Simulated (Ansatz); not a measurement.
**GaN: a changed input and its effect**

System: GaN (P6₃mc, 4 atoms in the cell).
Method of the first run: Kohn-Sham DFT of a periodic cell, revPBE with D3(BJ), Ansatz PAW, no spin polarisation (Ansatz 0.2.0).

The structure derives from an entry of the Crystallography Open Database. Text and figures count atoms from 1; the logs count them from 0 in places.

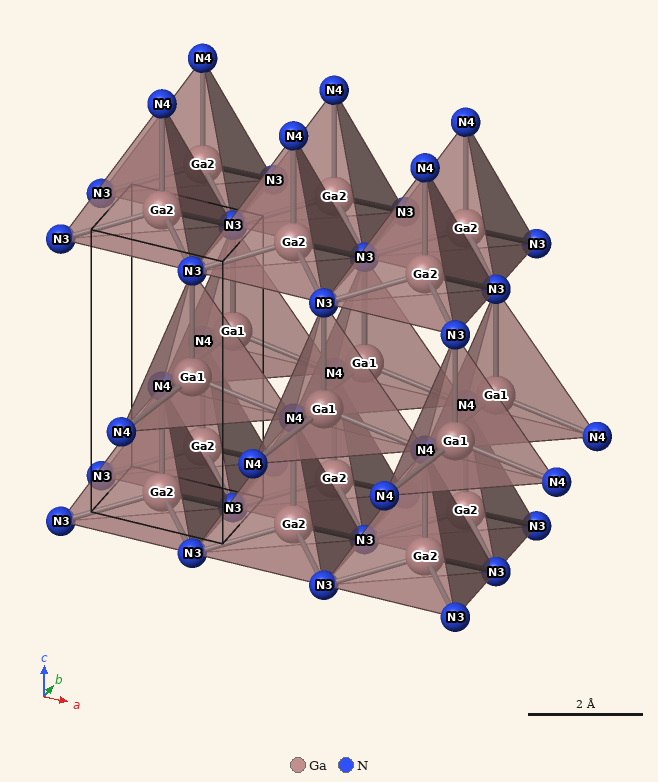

**Figure 1.** The structure (polyhedral view of the cell of the calculation, repeated 3 × 2 × 1, seen slightly off an axis; polyhedra are completed across the faces of the cell; atoms are numbered from 1 in the order of the input).

**Input, the first run**
```yaml
crystal:
  lattice:
    - [3.18, 0.0, 0.0]
    - [-1.59, 2.753960784, 0.0]
    - [0.0, 0.0, 5.166]
  atoms:
    - { symbol: Ga, position: [0.6666666667, 0.3333333333, 0.5] }
    - { symbol: Ga, position: [0.3333333333, 0.6666666667, 0.0] }
    - { symbol: "N", position: [0.6666666667, 0.3333333333, 0.875] }
    - { symbol: "N", position: [0.3333333333, 0.6666666667, 0.375] }
hamiltonian:
  xc: revpbe
  pseudopotentials: { kind: paw }
  dispersion: d3bj
kpoints:
  mp_grid: { grid: [10, 10, 5] }
scf:
  occupations: { method: fermi_dirac, width: 0.05 }
output:
  forces: true
  stress: true
  eigenvalues: true
```

Command:
```bash
ansatz run input.yaml --threads 2 --pin off --max-ram 5120MiB --backend cpu --events-out ev --progress --plain --runs-dir out
```

Hardware: 2 threads of Arm Neoverse V2, 24 GiB of memory available, shared host.

**Output, shortened to warnings, some set-up lines, iterations and results (the first run)**
```
Basis set: ecut = 420 eV, 881 PW (Γ), exchange–correlation on 48×48×72 points (8 copies of the dense FFT grid, shifted against one another)
Symmetry: 12 space group operations
k-points: 42 of 500 (time reversal used)
Initial density: superposition of atomic densities (neutral atoms: chi_scale 0, normalization atom), corrected by the library's trained network
[...]
SCF iter   1: F=—  HF=-8347.801331 eV  |F-HF|=—  |Δ(HF+E_count)|=         —  Δρ=2.79e-3  dr2=1.43e-3  ethr=1.77e-3  ⟨swp⟩=5.0  Hψ=3702  notcnv=0
SCF iter   2: F=—  HF=-8347.801293 eV  |F-HF|=—  |Δ(HF+E_count)|=   3.74e-5  Δρ=1.16e-3  dr2=3.60e-4  ethr=3.99e-6  ⟨swp⟩=2.0  Hψ=1978  notcnv=0
SCF iter   3: F=—  HF=-8347.801346 eV  |F-HF|=—  |Δ(HF+E_count)|=   5.33e-5  Δρ=7.40e-4  dr2=1.17e-4  ethr=1.00e-6  ⟨swp⟩=2.7  Hψ=1662  notcnv=0
SCF iter   4: F=—  HF=-8347.801405 eV  |F-HF|=—  |Δ(HF+E_count)|=   5.83e-5  Δρ=1.07e-4  dr2=6.32e-6  ethr=3.26e-7  ⟨swp⟩=2.6  Hψ=1569  notcnv=0
SCF iter   5: F=—  HF=-8347.801398 eV  |F-HF|=—  |Δ(HF+E_count)|=   6.57e-6  Δρ=5.29e-5  dr2=9.76e-7  ethr=1.75e-8  ⟨swp⟩=2.0  Hψ=1307  notcnv=0
SCF iter   6: F=-8347.801401 eV  HF=-8347.801400 eV  |F-HF|=7.23e-8  |Δ(HF+E_count)|=   2.25e-6  Δρ=9.30e-6  dr2=4.58e-8  ethr=2.78e-10  ⟨swp⟩=3.6  Hψ=4182  notcnv=0
SCF 1 converged in 6 iterations: F = -8347.801401 eV  dr2 = 4.58e-8
SCF converged after 6 iterations
Free energy (F): -8347.801401 eV
Harris-Foulkes:  -8347.801400 eV  (|F-HF|=7.23e-8)
Internal energy: -8347.801401 eV  (E = F + TS)
E sigma→0 (E₀):  -8347.801401 eV
Fermi energy:    10.985972 eV
--- Per-component energies (eV) ---
  E_band       = -1.654275
  E_kinetic    = 495.534165
  E_local      = -3888.578677  (includes V_loc(G=0)·N_el)
  E_nonlocal   = 947.612286
  E_hartree    = 1792.446501
  E_xc         = -258.336948
  E_vxc        = -268.715469  (∫ρ·V_xc dr)
  E_paw        = -4250.460741  (= ΣΔE_a)
  E_vpaw       = -872.393410  (= ΣTr[D̂ρ^β])
  E_aug_tail   = 0.000061  (compensation charges beyond the density's cutoff)
  E_ewald      = -3183.826728
  E_disp       = -1.984883  (pairwise vdW)
  E_core_change = -0.206438  (= ΣΔE_core)
  E_smearing   = -0.000000  (= −TS)
  E_closure    = 0.000000  (closes the sum)
  Σ components = -8347.801401   (vs F -8347.801401, Δ=0.00e0)
--- Forces (eV/Å), atoms counted from 1 ---
  atom   1  Ga     0.00000000    -0.00000000    -0.13588514
  atom   2  Ga     0.00000000     0.00000000    -0.13588514
  atom   3  N      0.00000000    -0.00000000     0.13586672
  atom   4  N      0.00000000     0.00000000     0.13586672
  max |Σ_I F_I| component: 3.68e-5 eV/Å
--- Stress (GPa, compression-positive) ---
        2.059795       0.000000      -0.000000
        0.000000       2.059795       0.000000
       -0.000000       0.000000       4.344933
  P = ⅓ Tr σ = 2.8215 GPa (28.215 kbar)
```

The input of the second run differs as follows (lines with − go, lines with + come):
```diff
-  xc: revpbe
+  xc: r2scan
-  dispersion: d3bj
+  dispersion: d4
```

How does the second run compare with the first run?

The total energies belong to different models, so their difference says nothing on which is more stable or more accurate. The gap on the mesh goes from 1.99 to 2.38 eV. The pressure goes from 2.82 to −0.93 GPa. The functional changes from revPBE to r2SCAN. The SCF takes 7 iterations against 6. The default cutoff goes from 420 to 500 eV with the change. The plane waves at Γ go from 881 to 1129.

**Output, shortened to warnings, some set-up lines, iterations and results (the second run)**
```
Basis set: ecut = 500 eV, 1129 PW (Γ), exchange–correlation on 96×96×160 points (64 copies of the dense FFT grid, shifted against one another)
Symmetry: 12 space group operations
k-points: 42 of 500 (time reversal used)
Initial density: superposition of atomic densities (neutral atoms: chi_scale 0, normalization atom), corrected by the library's trained network
[...]
SCF iter   1: F=—  HF=-8353.297474 eV  |F-HF|=—  |Δ(HF+E_count)|=         —  Δρ=1.25e-2  dr2=2.66e-2  dr2_τ=1.95e-1  ethr=1.77e-3  ⟨swp⟩=4.9  Hψ=3719  notcnv=0
SCF iter   2: F=—  HF=-8353.361908 eV  |F-HF|=—  |Δ(HF+E_count)|=   6.44e-2  Δρ=5.88e-3  dr2=9.51e-3  dr2_τ=3.18e-4  ethr=7.40e-5  ⟨swp⟩=2.0  Hψ=2184  notcnv=0
SCF iter   3: F=—  HF=-8353.361366 eV  |F-HF|=—  |Δ(HF+E_count)|=   5.42e-4  Δρ=3.71e-3  dr2=2.67e-3  dr2_τ=8.77e-5  ethr=2.64e-5  ⟨swp⟩=2.4  Hψ=1619  notcnv=0
SCF iter   4: F=—  HF=-8353.361386 eV  |F-HF|=—  |Δ(HF+E_count)|=   2.00e-5  Δρ=3.27e-4  dr2=3.18e-5  dr2_τ=8.35e-6  ethr=7.41e-6  ⟨swp⟩=1.5  Hψ=1182  notcnv=0
SCF iter   5: F=—  HF=-8353.361406 eV  |F-HF|=—  |Δ(HF+E_count)|=   2.00e-5  Δρ=1.42e-4  dr2=4.45e-6  dr2_τ=5.58e-7  ethr=8.82e-8  ⟨swp⟩=2.0  Hψ=1672  notcnv=0
SCF iter   6: F=—  HF=-8353.361410 eV  |F-HF|=—  |Δ(HF+E_count)|=   4.45e-6  Δρ=5.20e-5  dr2=1.25e-6  dr2_τ=5.94e-8  ethr=1.24e-8  ⟨swp⟩=2.8  Hψ=1680  notcnv=0
SCF iter   7: F=-8353.361410 eV  HF=-8353.361410 eV  |F-HF|=3.60e-8  |Δ(HF+E_count)|=   1.78e-7  Δρ=1.22e-5  dr2=6.40e-8  dr2_τ=7.17e-9  ethr=2.78e-10  ⟨swp⟩=3.0  Hψ=3993  …
SCF 1 converged in 7 iterations: F = -8353.361410 eV  dr2 = 6.40e-8
SCF converged after 7 iterations
Free energy (F): -8353.361410 eV
Harris-Foulkes:  -8353.361410 eV  (|F-HF|=3.60e-8)
Internal energy: -8353.361410 eV  (E = F + TS)
E sigma→0 (E₀):  -8353.361410 eV
Fermi energy:    10.802509 eV
--- Per-component energies (eV) ---
  E_band       = -27.029733
  E_kinetic    = 494.831126
  E_local      = -3895.672605  (includes V_loc(G=0)·N_el)
  E_nonlocal   = 953.006310
  E_hartree    = 1798.714397
  E_xc         = -243.725467
  E_vxc        = -287.508747  (∫ρ·V_xc dr)
  E_paw        = -4274.733543  (= ΣΔE_a)
  E_vpaw       = -904.809316  (= ΣTr[D̂ρ^β])
  E_aug_tail   = -0.000041  (compensation charges beyond the density's cutoff)
  E_vtau       = 15.689829  (kinetic-family band-sum trace: ∫τ·v_τ [+ j·A + Jᵃ·Aᵃ] dr)
  E_ewald      = -3183.826728
  E_disp       = -0.589592  (pairwise vdW)
  E_core_change = -1.365269  (= ΣΔE_core)
  E_smearing   = -0.000000  (= −TS)
  E_closure    = -0.000000  (closes the sum)
  Σ components = -8353.361410   (vs F -8353.361410, Δ=0.00e0)
--- Forces (eV/Å), atoms counted from 1 ---
  atom   1  Ga     0.00000000    -0.00000000    -0.14216874
  atom   2  Ga     0.00000000     0.00000000    -0.14216874
  atom   3  N      0.00000000    -0.00000000     0.14217772
  atom   4  N      0.00000000     0.00000000     0.14217772
  max |Σ_I F_I| component: 1.80e-5 eV/Å
--- Stress (GPa, compression-positive) ---
       -1.601152       0.000000      -0.000000
        0.000000      -1.601152       0.000000
       -0.000000       0.000000       0.406664
  P = ⅓ Tr σ = -0.9319 GPa (-9.319 kbar)
```

**The two runs side by side**

```csv
quantity,the first run,the second run
outcome,converged,converged
free energy per atom (eV),−2086.9504,−2088.3404
gap on the mesh (eV),1.99,2.38
pressure (GPa),2.82,−0.93
largest force (eV/Å),0.136,0.142
SCF iterations,6,7
irreducible k-points,42,42
plane waves at Γ,881,1129
wall time (shared host),1.6 s,4.3 s
```

For the first run: Points of doubt noted for this run: forces on files of another functional.
